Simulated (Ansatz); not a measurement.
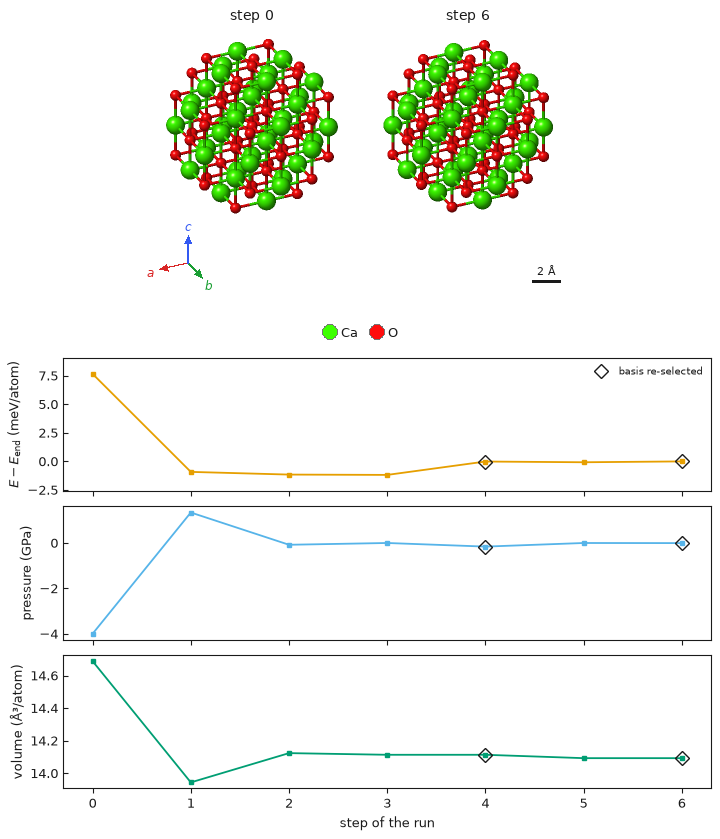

First and last geometry of a relaxation of a crystal of CaO (set up in Fm-3m), with the history of the run. Style: ball-and-stick. Shown: the conventional cell (4 times the calculation's cell), from a free direction. Lengths and directions refer to the drawn axes.

All numbers below come from DFT PBE, scalar-relativistic, plane waves, PAW (Ansatz).

Input
```yaml
crystal:
  lattice:
    - [0.0, 2.449, 2.449]
    - [2.449, 0.0, 2.449]
    - [2.449, 2.449, 0.0]
  atoms:
    - { symbol: Ca, position: [0.0, 0.0, 0.0] }
    - { symbol: O, position: [0.5, 0.5, 0.5] }
basis:
  ecutwfc: 420
kpoints:
  mp_grid: { grid: [8, 8, 8] }
hamiltonian:
  xc: pbe
scf:
  occupations: { method: gaussian, width: 0.02 }
output:
  forces: true
  stress: true
  eigenvalues: true
relax:
  adjacent_minimum: "off"
  f_tol: 0.005
  max_steps: 80
  cell: { stress_tol: 0.05 }
```

Launched with:
```bash
ansatz run input.yaml --threads 4 --pin off --max-ram 12288MiB --backend cpu --events-out ev --progress --plain --runs-dir out
```

Question: Read the history and describe the run.

Answer: It converged. Over 4 accepted moves (6 points after the start) the energy falls by 7.7 meV per atom. All forces vanish by symmetry, so only the cell relaxes. The pressure goes from −3.99 to −0.01 GPa. The SCF was repeated twice at an unchanged geometry on a basis and grid sized afresh for the cell, which shifted the energy by 1.2 meV per atom at most. The atoms keep their places relative to the cell (all moves are under 0.005 Å). Cell: a = b = c 4.898 → 4.831 Å (−1.4 %). Volume −4.1 %. Among the contacts that change: Ca1–Ca1 3.463 → 3.416 Å, Ca1–O2 2.449 → 2.415 Å. The space group stays Fm-3m (No. 225). The run took 1.5 s on 4 threads of Intel(R) Xeon(R) Platinum 8488C (Sapphire Rapids), with other jobs on the host, peak memory 0.42 GiB.
